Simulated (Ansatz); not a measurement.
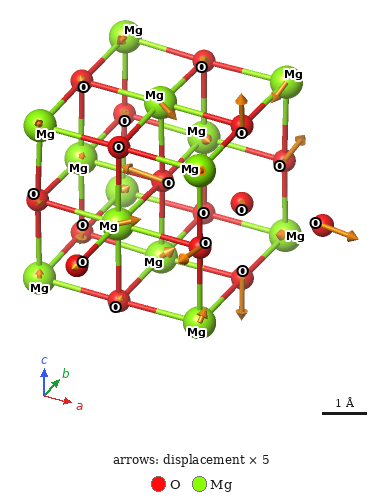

A relaxation of a defect cell of composition O₃₃Mg₃₁ (cell charge −2). The starting structure is drawn; orange arrows show the displacements, 5 times their true length.

Style: ball-and-stick. Shown: the atoms within 4.2 Å of the atom that moves most (axes of the cell of the calculation (origin shifted)), from a free direction.

Method: DFT, PBEsol, PAW, plane waves in Ansatz. Settings: plane-wave cutoff 420 eV; k-point mesh 1 × 1 × 1; mesh shifted by (0.25, 0.25, 0.25); no spin polarisation; atoms relaxed in a fixed cell; force threshold 0.03 eV/Å; at most 80 steps.

Question: Which element moves most?

Answer: Oxygen: up to 0.22 Å, against 0.13 Å for magnesium.

Question: What happened in the run?

Answer: The energy falls by 3.995 eV per cell of the calculation in 4 geometry steps. Largest force component: 3.8 eV/Å at the start, 0.0062 eV/Å at the end. An O atom moves most: 0.22 Å along −a. Largest moves by element: O 0.22 Å, Mg 0.13 Å. The cell stays as it was. Among the contacts that change: Mg–O 2.132 → 1.905 Å, Mg–O 2.101 → 1.906 Å, Mg–O 2.064 → 2.165 Å, Mg–O 2.040 → 2.138 Å. Bond angles that change, for instance: O–Mg–O 88.6° → 104.4°, O–Mg–O 89.6° → 104.2°, Mg–O–Mg 177.9° → 165.7°.

Limits of the set-up: the periodic images lie only 8.4 Å apart, so the values are limited by the cell's size; the cell is charged, on a uniform background, and energies carry no finite-size correction.
